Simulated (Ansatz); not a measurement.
A series of calculations on P

## 1. Relaxation

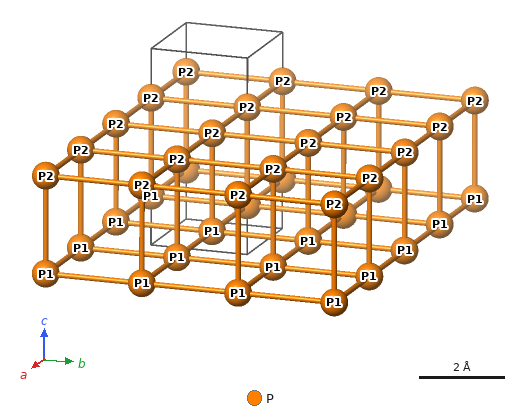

This is the input geometry for a relaxation of crystalline P (set up in P2/m). The picture is a ball-and-stick view of the cell of the calculation, repeated 4 × 3 × 1 with one cell outlined, seen slightly off an axis.

These are results of Ansatz 0.2.0, DFT PBEsol, scalar-relativistic, plane waves, PAW, not measurements.

Input file:
```yaml
crystal:
  lattice:
    - [2.4246941115, 0.0, 0.0]
    - [0.0, 2.4385351442, 0.0]
    - [-0.0203144631, 0.0, 4.8524328982]
  atoms:
    - { symbol: P, position: [0.99999997, 0.0, 0.25057464] }
    - { symbol: P, position: [3.0e-08, 0.0, 0.74942536] }
basis:
  ecutwfc: 420
kpoints:
  mp_grid: { grid: [18, 18, 10] }
hamiltonian:
  xc: pbesol
scf:
  occupations: { method: gaussian, width: 0.1 }
output:
  forces: true
  stress: true
  eigenvalues: true
  write_density: true
  write_potential: true
  elf: true
  volumetric_format: npy
relax:
  adjacent_minimum: "off"
  f_tol: 0.005
  max_steps: 80
  cell: { stress_tol: 0.05 }
```

Run as
```bash
ansatz run input.yaml --threads 2 --pin off --max-ram 5120MiB --backend cpu --events-out ev --progress --plain --runs-dir out
```

### Predict the outcome.

No atom moves by more than 0.005 Å relative to the cell. The volume changes by −1.0 %, with a 2.425 → 2.435 Å (+0.4 %), b 2.439 → 2.435 Å (−0.2 %), c 4.852 → 4.793 Å (−1.2 %), β 90.2° → 90.0°. Near-neighbour distances that change, for instance: P1–P2 2.432 → 2.397 Å, P1–P1 2.425 → 2.435 Å. Within 0.06 Å the space group is Pm-3m at the start and Pm-3m at the end; at a tighter tolerance small leftover displacements or strains of the cell lower it. The energy falls by 2.1 meV per atom in 4 accepted moves (5 points after the start). Largest force component: 0.0052 eV/Å at the start, under 0.0001 eV/Å at the end. Pressure: −1.10 GPa at the start and −0.01 GPa at the end. The SCF was repeated once at an unchanged geometry on a basis and grid sized afresh for the cell, which shifted the energy by less than 0.05 meV per atom at most. The run took 53 s on 2 threads of Intel(R) Xeon(R) Platinum 8259CL CPU @ 2.50GHz (Skylake/Cascade Lake), on a shared host, peak memory 0.63 GiB.

The end point in the same view:

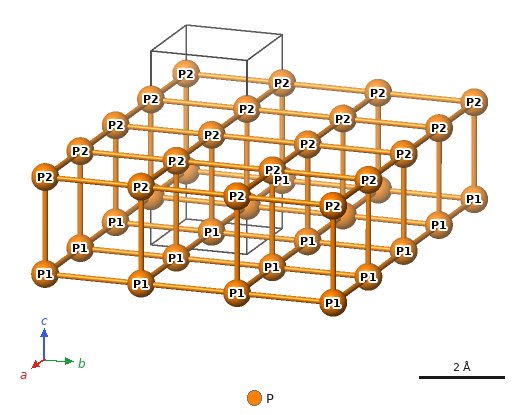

## 2. Scan

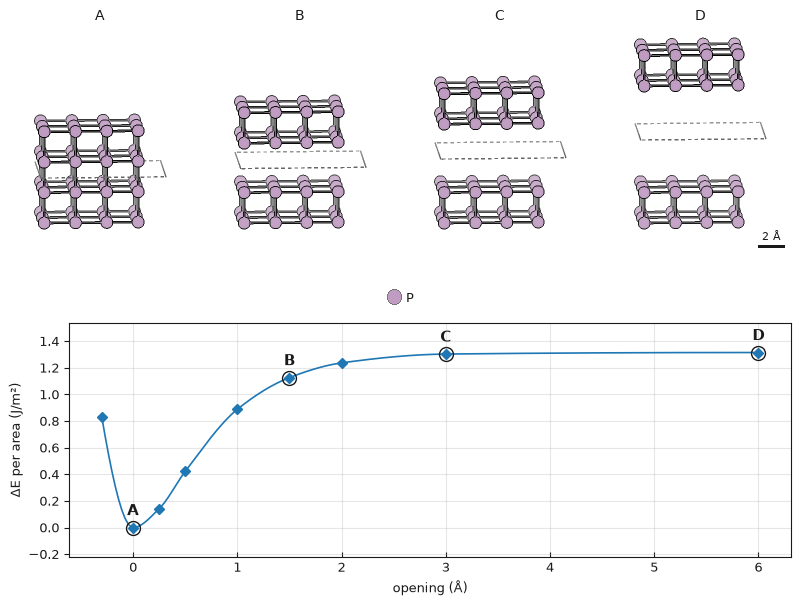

A scan of crystalline P (P4/mmm): the crystal is pulled apart rigidly along the normal of the (0 0 1) plane of the conventional cell, at a cut between a plane of P below and one of P above, 2.40 Å apart. One cut stands in each cell, which starts 9.6 Å high; nothing is relaxed, and the dashed outline marks the cut. The lettered frames are marked on the plot. Style: ball-and-stick. Shown: the layers on both sides of the cut, from the side, nearly along the cut plane.

These are results of Ansatz 0.2.0, DFT PBEsol, scalar-relativistic, plane waves, PAW, not measurements. Set-up: plane-wave cutoff 420 eV; k-point mesh 24 × 24 × 6; occupations gaussian; smearing width 0.15 eV; no spin polarisation. Energies (free energies at the smearing named) are counted from the relaxed crystal.

Describe the profile.

Answer. At the widest opening, 6.00 Å, the energy has risen by 1.315 J/m², where the curve has levelled off: this is the ideal work of separation, the sum of the two unrelaxed surface energies of a slab 9.6 Å thick. The steepest rise lies between 0.25 Å and 0.50 Å, with a mean traction of about 11 GPa. Pressing the cut together by 0.30 Å costs 0.827 J/m².

## 3. Scan

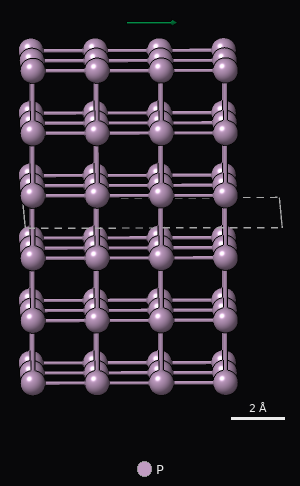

A scan of solid P (P4/mmm): the crystal above a cut along the (0 0 1) plane of the conventional cell (between a plane of P below and one of P above, 2.40 Å apart) is slid rigidly by fractions of an in-plane lattice vector 2.43 Å long (a generalised stacking fault). One cut stands in each cell, which starts 9.6 Å high; nothing is relaxed, and the dashed outline marks the cut, the arrow on top the direction of slip. The picture shows the perfect crystal around the cut (dashed). Style: ball-and-stick. Shown: the layers on both sides of the cut, from the side, nearly along the cut plane.

Method: DFT PBEsol, scalar-relativistic, plane waves, PAW in Ansatz. Set-up: plane-wave cutoff 420 eV; k-point mesh 24 × 24 × 6; occupations gaussian; smearing width 0.15 eV; no spin polarisation. Energies (free energies at the smearing named) are counted from the relaxed crystal.

Input file:
```yaml
crystal:
  lattice:
    - [-2.4347371633, 0.0, -0.0052449062]
    - [0.0, -2.4346254889, 0.0]
    - [-0.0198044141, 0.0, 9.5858951055]
  atoms:
    - { symbol: P, position: [0.9999990075, 0.0, 0.1250013824] }
    - { symbol: P, position: [0.9999990075, 0.0, 0.6250013824] }
    - { symbol: P, position: [9.925e-07, 0.0, 0.3749986176] }
    - { symbol: P, position: [9.925e-07, 0.0, 0.8749986176] }
basis:
  ecutwfc: 420
kpoints:
  mp_grid: { grid: [24, 24, 6] }
hamiltonian:
  xc: pbesol
scf:
  occupations: { method: gaussian, width: 0.15 }
output:
  forces: true
  stress: true
  eigenvalues: true
  write_density: true
  write_potential: true
  elf: true
  volumetric_format: npy
```

Command:
```bash
ansatz run input.yaml --threads 2 --pin off --max-ram 5120MiB --backend cpu --events-out ev --progress --plain --runs-dir out
```

### Predict the energy profile (the slip: 0.00, 0.20, 0.40, 0.60, 1.00).

| slip (fraction of the lattice vector) | γ (mJ/m²) |
| --- | --- |
| 0.00 | 0 |
| 0.20 | 290 |
| 0.40 | 888 |
| 0.60 | 884 |
| 1.00 | 0 |

Points that are alike by symmetry were computed once.

The curve starts and ends at zero, since a full lattice vector restores the crystal. Its highest computed point is 888 mJ/m² at slip 0.40. The points are too sparse to place its extrema closely. Relaxation across the fault would lower the values.
